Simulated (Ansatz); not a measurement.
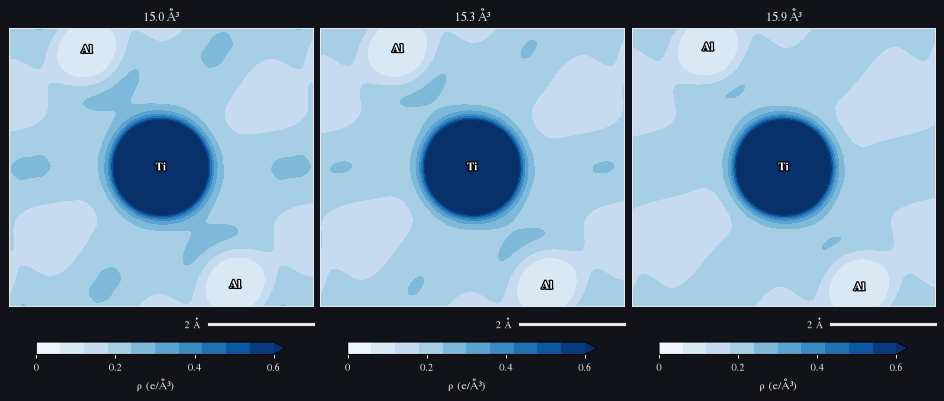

TiAl3. The valence pseudo-density of cells scaled evenly to different volumes (given per atom above each panel), on the (001) plane of each (indices in the axes of the cell below), at one length scale and on one colour scale.

A structure from a database of computed crystals, not necessarily the ambient phase.

Computed with Ansatz 0.2.0, Kohn-Sham DFT of a periodic cell, PBEsol, Ansatz PAW.

The largest cell:

```
Ti Al
1.0
    -1.93626    1.93626    4.33700
     1.93626   -1.93626    4.33700
     1.93626    1.93626   -4.33700
Ti Al
1 3
Direct
  0.00000 0.00000 0.00000
  0.25000 0.75000 0.50000
  0.75000 0.25000 0.50000
  0.50000 0.50000 0.00000
```

| volume (Å³/atom) | Ti–Al contact in the plane (Å) | ρ at its midpoint (e/Å³) | pressure (GPa) | 
| --- | --- | --- | --- |
| 15.01 | 2.666 | 0.243 | 4.4 | 
| 15.32 | 2.685 | 0.237 | 1.8 | 
| 15.63 | 2.703 | ? | ? | 
| 15.95 | 2.721 | 0.227 | −2.6 | 
| 16.26 | 2.738 | 0.222 | −4.5 | 

### Estimate the missing row, and compare with the calculation.

Over the known rows ln ρ falls by 1.24 per Å of Ti–Al distance (a least-squares line), which gives 0.232 e/Å³ at 2.703 Å; the calculation gives 0.232 e/Å³. For the pressure, a straight line in volume between the neighbouring rows gives −0.4 GPa; the calculation gives −0.5.
